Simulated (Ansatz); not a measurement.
The structure in question:

```
Al
1.0
     2.83628    0.00000    0.00000
    -1.41814    2.45629    0.00000
     0.00000    0.00000    9.32215
Al
4
Direct
  0.00000 0.00000 0.00000
  0.33333 0.66667 0.25000
  0.00000 0.00000 0.50000
  0.66667 0.33333 0.75000
```

Q: What crystal do these data define?

A: The element is aluminium. It is primitive hexagonal, space group P6_3/mmc (No. 194). Type of structure: double hexagonal close-packed (α-La type). The cell holds four atoms. The coordination shell of Al holds twelve Al at 2.84 to 2.85 Å. The bonds build a three-dimensional framework.

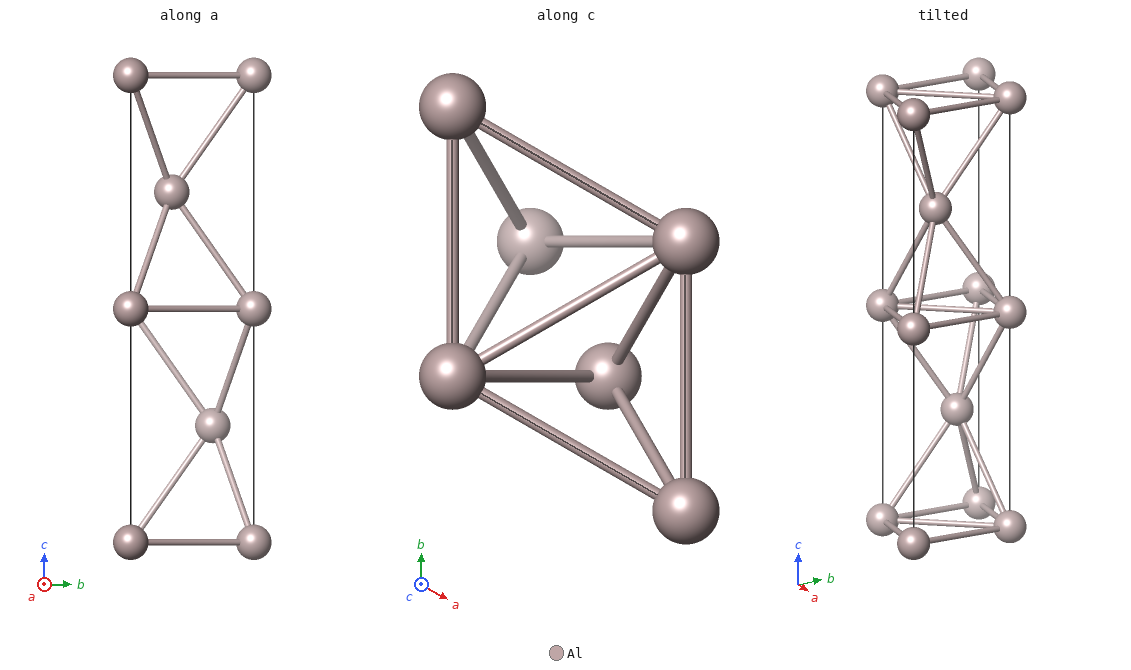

Structure drawing (ball-and-stick), viewed along the a axis, along the c axis and slightly off an axis. Atoms at the boundary of the conventional unit cell (the box) are drawn once for each face, edge or corner they touch.

Starting structure: a structure listed in the Materials Project. A relaxation with DFT PBEsol, scalar-relativistic, plane waves, PAW in Ansatz gave the geometry drawn.
